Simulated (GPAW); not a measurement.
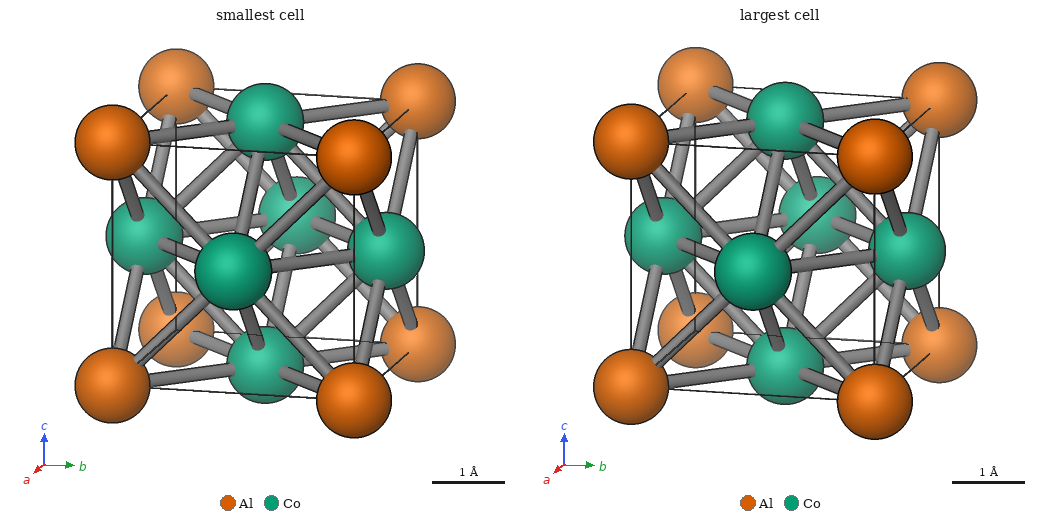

AlCo3, Cu₃Au (L1₂) type, space group Pm-3m (No. 221), relaxed (cell and atoms, zero pressure) with five choices of dispersion term on top of PBEsol; the smallest and the largest of the relaxed conventional cells are drawn to one scale (sticks follow a distance rule). The start was a structure listed in the Materials Project. It needn't be the stable form of this composition.

Alike in all runs: GPAW 26.7.0; functional PBEsol; potentials PAW data sets generated in the run's folder for this functional; cutoff 600 eV; k mesh 6 × 6 × 6 on the run's cell of 4 atoms; occupations fermi-dirac, width 0.05 eV; collinear spin, ferromagnetic start; no spin-orbit coupling. All runs are metallic.

```tsv
level	volume (Å³/atom)	a (Å)	moment (μB/atom)
none	11.01	3.531	0.93
D4	10.84	3.513	0.92
D3	?	?	?
D3(BJ)	10.71	3.499	0.91
D3(BJ)-ATM	10.77	3.506	0.92
```

Q: What does D3 give?

A: Volume 10.71 Å³/atom; a 3.499 Å; moment 0.91 μB/atom. That is level with D3(BJ) in volume.

Q: Order the levels by the relaxed volume, smallest first.

A: D3(BJ) and D3 (10.71 Å³/atom), D3(BJ)-ATM (10.77 Å³/atom), D4 (10.84 Å³/atom), none (11.01 Å³/atom). Rows within a few tenths of a per cent can't be told apart.

Caveat: each step starts from the last one's moments, so a moment once lost doesn't come back; later steps reuse the first step's grids; pairwise dispersion terms can overbind metals strongly.
